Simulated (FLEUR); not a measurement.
# Energy of PbF$_{2}$ along an even scaling of the cell

System: PbF$_{2}$ (Fm-3m, 3 atoms in the cell).
Method: Kohn-Sham DFT of a periodic cell, PBE, all-electron, no spin polarisation (FLEUR MaX-R8.1 (later development tree)).

The 7 runs differ only in the geometry, by an even scaling of the cell at fixed fractional positions. The structure derives from an entry of the Crystallography Open Database.

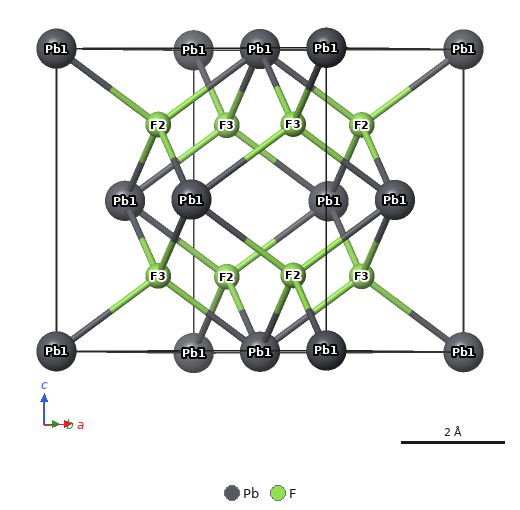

Figure 1. The structure of run 4 (ball-and-stick view of the cell 4 times as large as that of the calculation, set on its symmetry axes, seen at an oblique angle; atoms are numbered from 1 in the order of the input). An atom can appear more than once, as a periodic image.

**Input of run 4**
```
<?xml version="1.0" encoding="UTF-8" standalone="no"?>
<fleurInput fleurInputVersion="0.39">
   <comment>
      PbF2                                                                                                
   </comment>
   <calculationSetup>
      <cutoffs Kmax="4.19" Gmax="13.0" GmaxXC="13.0" numbands="0"/>
      <scfLoop itmax="60" minDistance="0.00001" maxIterBroyd="15" imix="Anderson" alpha="0.05" precondParam="0.0" spinf="2.0" sdNocoIR="T"/>
      <coreElectrons ctail="T" frcor="F" kcrel="0" coretail_lmax="0"/>
      <xcFunctional name="pbe" relativisticCorrections="F"/>
      <magnetism jspins="1"/>
      <soc l_soc="F" theta="0.0" phi="0.0" spav="F"/>
      <expertModes spex="0" secvar="F"/>
      <geometryOptimization l_f="T" forcealpha="1.0" forcemix="BFGS" epsdisp="0.0005" epsforce="0.0002"/>
      <ldaU l_linMix="F" mixParam="0.05" spinf="1.0"/>
   </calculationSetup>
   <cell>
      <bzIntegration valenceElectrons="34.0" mode="hist" fermiSmearingEnergy="0.00183747">
         <kPointListSelection listName="default-1"/>
         <!-- k-points included here -->
         <xi:include xmlns:xi="http://www.w3.org/2001/XInclude" href="kpts.xml"> </xi:include>
      </bzIntegration>
      <!-- symmetry operations included here -->
      <xi:include xmlns:xi="http://www.w3.org/2001/XInclude" href="sym.xml"> </xi:include>
      <bulkLattice scale="1.0">
         <bravaisMatrix>
            <row-1>    0.0000000000000000     5.6005057264320355     5.6005057264320355</row-1>
            <row-2>    5.6005057264320355     0.0000000000000000     5.6005057264320355</row-2>
            <row-3>    5.6005057264320355     5.6005057264320355     0.0000000000000000</row-3>
         </bravaisMatrix>
      </bulkLattice>
   </cell>
   <atomSpecies>
      <species name="Lead (Pb)" element="Pb" atomicNumber="82">
         <mtSphere radius="2.64" gridPoints="879" logIncrement="0.015"/>
         <atomicCutoffs lmax="10" lnonsphr="10"/>
         <electronConfig flipSpins="F">
            <coreConfig>(1s1/2) (2s1/2) (2p1/2) (2p3/2) (3s1/2) (3p1/2) (3p3/2) (4s1/2) (3d3/2) (3d5/2) (4p1/2) (4p3/2) (4d3/2) (4d5/2) (4f5/2) (4f7/2) (5s1/2)</coreConfig>
            <valenceConfig>(5p1/2) (5p3/2) (6s1/2) (5d3/2) (5d5/2) (6p1/2) (6p3/2)</valenceConfig>
            <stateOccupation state="(6p1/2)" spinUp="0.333333" spinDown="0.333333"/>
            <stateOccupation state="(6p3/2)" spinUp="0.666667" spinDown="0.666667"/>
         </electronConfig>
         <energyParameters s="6" p="6" d="5" f="5"/>
         <lo type="SCLO" l="1" n="5" eDeriv="0"/>
         <lo type="SCLO" l="1" n="5" eDeriv="1"/>
         <lo type="SCLO" l="0" n="6" eDeriv="2"/>
         <lo type="SCLO" l="2" n="5" eDeriv="2"/>
         <lo type="SCLO" l="3" n="5" eDeriv="2"/>
      </species>
      <species name="Fluorine (F)" element="F" atomicNumber="9">
         <mtSphere radius="1.72" gridPoints="585" logIncrement="0.019"/>
         <atomicCutoffs lmax="8" lnonsphr="8"/>
         <electronConfig flipSpins="F">
            <coreConfig>(1s1/2)</coreConfig>
            <valenceConfig>(2s1/2) (2p1/2) (2p3/2)</valenceConfig>
            <stateOccupation state="(2p1/2)" spinUp="0.833333" spinDown="0.833333"/>
            <stateOccupation state="(2p3/2)" spinUp="1.666667" spinDown="1.666667"/>
         </electronConfig>
         <energyParameters s="2" p="2" d="3" f="4"/>
         <lo type="SCLO" l="0" n="2" eDeriv="2"/>
         <lo type="SCLO" l="1" n="2" eDeriv="2"/>
         <lo type="SCLO" l="2" n="3" eDeriv="2"/>
      </species>
   </atomSpecies>
   <atomGroups>
      <atomGroup species="Lead (Pb)">
         <relPos label="                   1">.0000000000 .0000000000 .0000000000</relPos>
         <force calculate="T" relaxXYZ="TTT"/>
      </atomGroup>
      <atomGroup species="Fluorine (F)">
         <relPos label="                   2">-1.000/4.000 -1.000/4.000 -1.000/4.000</relPos>
         <relPos label="                   3">1.000/4.000 1.000/4.000 1.000/4.000</relPos>
         <force calculate="T" relaxXYZ="TTT"/>
      </atomGroup>
   </atomGroups>
   <output dos="F" band="F" slice="F">
      <checks vchk="F" cdinf="F"/>
      <bandDOS minEnergy="-.5*Htr" maxEnergy="0.5*Htr" sigma="0.015" storeEVData="T"/>
      <vacuumDOS vacdos="F" integ="F" star="F" nstars="0" locx1="0.0" locy1="0.0" locx2="0.0" locy2="0.0" nstm="0" tworkf="0.0"/>
      <unfoldingBand unfoldBand="F" supercellX="1" supercellY="1" supercellZ="1"/>
      <plotting iplot="0" polar="F">
         <plot TwoD="T" vec1="  1.0  0.0  0.0" vec2="  0.0  1.0  0.0" vec3="  0.0  0.0  1.0" zero="  0.0  0.0  0.0" file="plot"/>
      </plotting>
      <chargeDensitySlicing numkpt="0" minEigenval="0.0" maxEigenval="0.0" nnne="0" pallst="F"/>
      <specialOutput eonly="F"/>
      <moessbauerParams electricFieldGradient="T" isomerShift="T" coreHyperfine="T" valenceHyperfine="T"/>
      <magneticCircularDichroism mcd="F" energyLo="-10.0" energyUp="0.0"/>
   </output>
  <!-- We include the file relax.xml here to enable relaxations (see documentation) -->
  <xi:include xmlns:xi="http://www.w3.org/2001/XInclude" href="relax.xml"> <xi:fallback/> </xi:include>
</fleurInput>
```

Command:
```bash
inpgen -f crystal.txt -profile fastHighL; fleur_MPI
```

Lattice vectors (Å) and fractional positions of run 4:
```
   0.000000    2.963660    2.963660
   2.963660    0.000000    2.963660
   2.963660    2.963660    0.000000
Pb  0.000000  0.000000  0.000000
F   0.750000  0.750000  0.750000
F   0.250000  0.250000  0.250000
```

Run 5 has the same physical settings and fractional positions; its lattice vectors (Å) are:
```
   0.000000    2.983287    2.983287
   2.983287    0.000000    2.983287
   2.983287    2.983287    0.000000
```

**Results, with one run withheld**

```csv
run,volume per atom (Å³),"free energy per atom, from the lowest run given (meV)",gap on the mesh (eV)
1,16.313,39.02,4.39
2,16.660,23.72,4.40
3,17.007,12.63,4.41
4,17.354,5.07,4.42
5,17.701,?,?
6,18.048,0.00,4.42
7,18.395,2.00,4.41
```

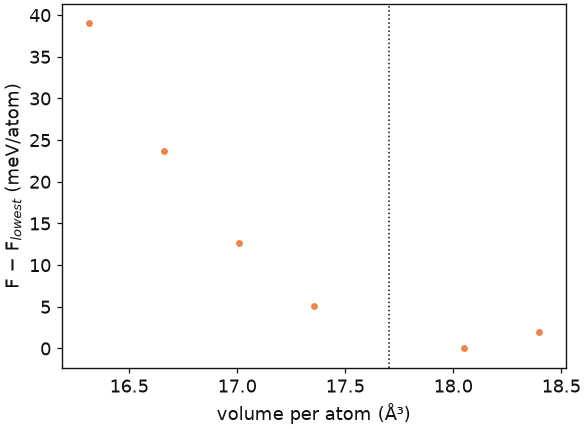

Figure 2. Free energy per atom of the runs given; the dotted line marks run 5.

What should run 5 give?

A cubic polynomial in V^(−2/3) (the Birch–Murnaghan form), fitted to the 6 runs given, misses them by at most 0.06 meV per atom. With x = V^(−2/3) − 0.14967 Å⁻², it reads F = 6.5581 + 3285.7 x + 4.0516e+05 x² − 1.2174e+06 x³ (meV per atom). At run 5 it gives 0.97 meV per atom, and the run itself gives 0.94. The fit has its minimum at 17.983 Å³ per atom, where V d²F/dV² gives 70.5 GPa: the bulk modulus at this level, since symmetry fixes the shape and the positions.

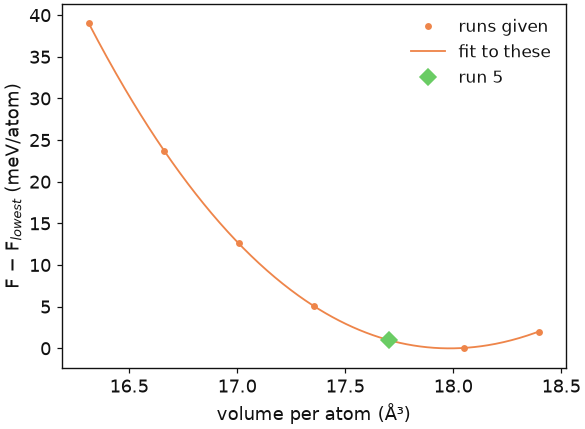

Figure 3. The fit and the withheld run.

**Output (run 5)**
```
Welcome to FLEUR        (www.flapw.de)
      MaX-Release 8.1          (www.max-centre.eu)

 ========== k-point set info ==========
 Selected k-point list: default-1
 k-point list type: mesh
 8 x 8 x 8
 Number of k points: 29

 ------------Calculation Setup---------------------------
 Number of MPI-tasks      :            1
 Number of PE/node        :            1
 Number of OMP-threads    :            1
 Most efficient MPI parallelization for:
           1          29
 Additional eigenvalue parallelization possible
 Number of basis functions:          564
 Approximate size of matrices (H+S) per k-point:         0.005 GB
 --------------------------------------------------------

 Iteration:     1   Distance:      19.44279703 me/bohr^3

 Iteration:     2   Distance:      16.71118690 me/bohr^3

 Iteration:     3   Distance:       6.79736073 me/bohr^3

 Iteration:     4   Distance:       8.79875331 me/bohr^3

 Iteration:     5   Distance:       1.65351777 me/bohr^3

 Iteration:     6   Distance:       0.65373377 me/bohr^3

 Iteration:     7   Distance:       0.24365276 me/bohr^3

 Iteration:     8   Distance:       0.03417989 me/bohr^3

 Iteration:     9   Distance:       0.04332671 me/bohr^3

 Iteration:    10   Distance:       0.01306584 me/bohr^3

 Iteration:    11   Distance:       0.00941036 me/bohr^3

 Iteration:    12   Distance:       0.00093532 me/bohr^3

 Iteration:    13   Distance:       0.00013623 me/bohr^3

 Iteration:    14   Distance:       0.00029690 me/bohr^3

 Iteration:    15   Distance:       0.00000720 me/bohr^3

 ********************************************************************
 Run finished successfully
 Stop message:
   all done
 ********************************************************************
```

Notes: Spin–orbit coupling is left out, which matters for Pb.
